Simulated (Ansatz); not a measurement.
System: BP (slab).

```
CELL_PARAMETERS angstrom
3.19624 0.00000 0.00000
0.00000 3.19624 0.00000
0.00000 0.00000 25.17039
ATOMIC_POSITIONS crystal
P 0.00000 0.50000 0.29797
B 0.50000 0.50000 0.34286
P 0.50000 0.00000 0.38776
B 0.00000 0.00000 0.43266
P 0.00000 0.50000 0.47755
B 0.50000 0.50000 0.52245
P 0.50000 0.00000 0.56734
B 0.00000 0.00000 0.61224
P 0.00000 0.50000 0.65714
B 0.50000 0.50000 0.70203
```

Not relaxed (largest force 1.8 eV/Å).

The calculation used Ansatz, DFT PBEsol, scalar-relativistic, plane waves, PAW.

### What will maps of the valence pseudo-density and electron localisation function show?

B–P (1.96 Å): ρ is about 0.89 e/Å³ halfway; the ELF peaks at about 0.95 between the atoms.

### Metal or insulator at this level of theory?

It is metallic or semimetallic at this level of theory: no gap opens.

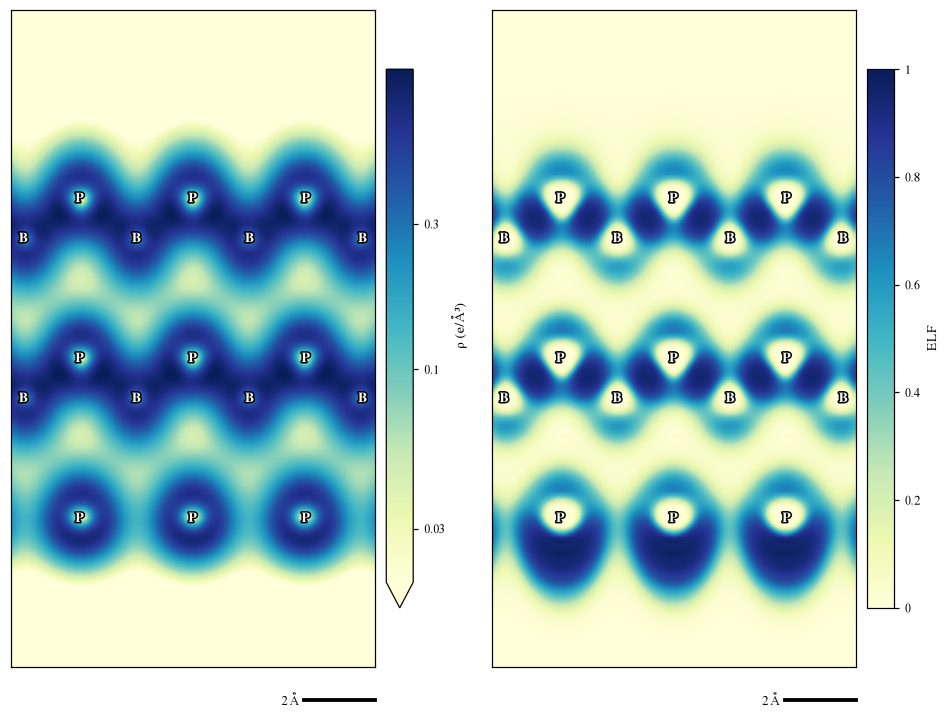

Computed valence pseudo-density and electron localisation function on the (100) plane of the calculation cell, a cut from vacuum to vacuum, in this order. 

Core electrons are frozen (PAW), and the valence fields are smoothed inside the atomic spheres.
